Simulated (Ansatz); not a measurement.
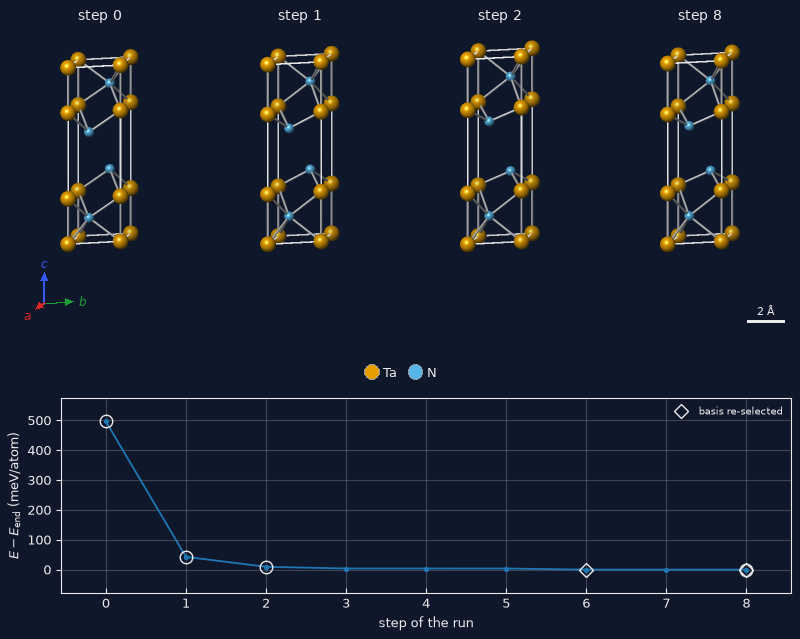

Frames of a relaxation of a crystal of Ta3N4 (a generated structure, set up in P-3m1) (coarse preliminary run), marked on the history of the run. The picture is a ball-and-stick view of the cell of the calculation, seen slightly off an axis.

These are results of DFT PBE+D3(BJ), scalar-relativistic, plane waves, PAW (Ansatz 0.2.0), not measurements.

Input
```yaml
crystal:
  lattice:
    - [3.0315, 0.0, 0.0]
    - [-1.51575, 2.62535601, 0.0]
    - [0.0, 0.0, 9.72806991]
  atoms:
    - { symbol: Ta, position: [0.0, 0.0, 0.0] }
    - { symbol: Ta, position: [0.0, 0.0, 0.25671423] }
    - { symbol: Ta, position: [0.0, 0.0, 0.74328577] }
    - { symbol: "N", position: [0.33333333, 0.66666667, 0.87164288] }
    - { symbol: "N", position: [0.66666667, 0.33333333, 0.12835712] }
    - { symbol: "N", position: [0.33333333, 0.66666667, 0.38507135] }
    - { symbol: "N", position: [0.66666667, 0.33333333, 0.61492865] }
basis:
  ecutwfc: 420
kpoints:
  mp_grid: { grid: [6, 6, 2] }
hamiltonian:
  xc: pbe
  dispersion: d3bj
scf:
  occupations: { method: gaussian, width: 0.1 }
  lower_state_search: "off"
output:
  forces: true
  stress: true
  eigenvalues: true
relax:
  adjacent_minimum: "off"
  f_tol: 0.04
  max_steps: 70
  cell: { stress_tol: 0.4 }
```

Launched with:
```bash
ansatz run input.yaml --threads 1 --pin off --max-ram 2560MiB --backend cpu --events-out ev --progress --plain --runs-dir out
```

Describe the path.

Answer. Over 6 accepted moves (8 points after the start) the energy falls by 496 meV per atom. The largest force component goes from 9.9 to 0.0091 eV/Å. The pressure goes from 18.72 to 0.05 GPa. The SCF was repeated twice at an unchanged geometry on a basis and grid sized afresh for the cell, which shifted the energy by 3.7 meV per atom at most. The largest moves relative to the cell, 0.25 Å, are those of Ta2 and Ta3. Ta2 goes along +c. Largest moves by element: Ta 0.25 Å, N 0.19 Å. The drawn cell changes as follows: a = b 3.031 → 3.109 Å (+2.6 %), c 9.728 → 9.976 Å (+2.6 %); the volume changes by +7.9 %. Among the contacts that change: Ta1–Ta2 2.497 → 2.813 Å, Ta2–N6 2.150 → 1.983 Å, Ta2–N5 2.150 → 2.311 Å, Ta1–N4 2.150 → 2.250 Å. Among the angles between lasting bonds that change: Ta2–N6–Ta2 89.7° → 103.2°, Ta3–N4–Ta3 89.7° → 84.5°, Ta1–N4–Ta3 71.0° → 76.1°. The space group stays P-3m1 (No. 164). The run took 46 s on 1 thread of Intel(R) Xeon(R) Processor @ 2.50GHz (Skylake/Cascade Lake), with other jobs on the host, peak memory 0.4 GiB. From step 0 to 1: Ta atoms move most (0.20 Å), volume +4.9 %, energy −454 meV per atom. From step 1 to 2: N atoms move most (0.20 Å), volume +5.0 %, energy −33.3 meV per atom. From step 2 to 8: N atoms move most (0.11 Å), volume −2.0 %, energy −9.5 meV per atom.

| step | E − E(0), meV/atom | largest force component, eV/Å | pressure, GPa | volume, Å³/atom | note |
| --- | --- | --- | --- | --- | --- |
| 0 | 0.00 | 9.8528 | 18.72 | 11.060 |  |
| 1 | -453.56 | 2.2843 | 1.75 | 11.604 |  |
| 2 | -486.87 | 0.4829 | 1.59 | 12.180 |  |
| 3 | -492.64 | 0.0889 | 1.00 | 11.817 |  |
| 4 | -492.62 | 0.0430 | 0.21 | 11.899 |  |
| 5 | -492.68 | 0.0155 | 0.00 | 11.893 |  |
| 6 | -496.36 | 0.0172 | 0.41 | 11.893 | same geometry, new basis |
| 7 | -496.30 | 0.0091 | 0.05 | 11.932 |  |
| 8 | -496.37 | 0.0091 | 0.05 | 11.932 | same geometry, new basis |
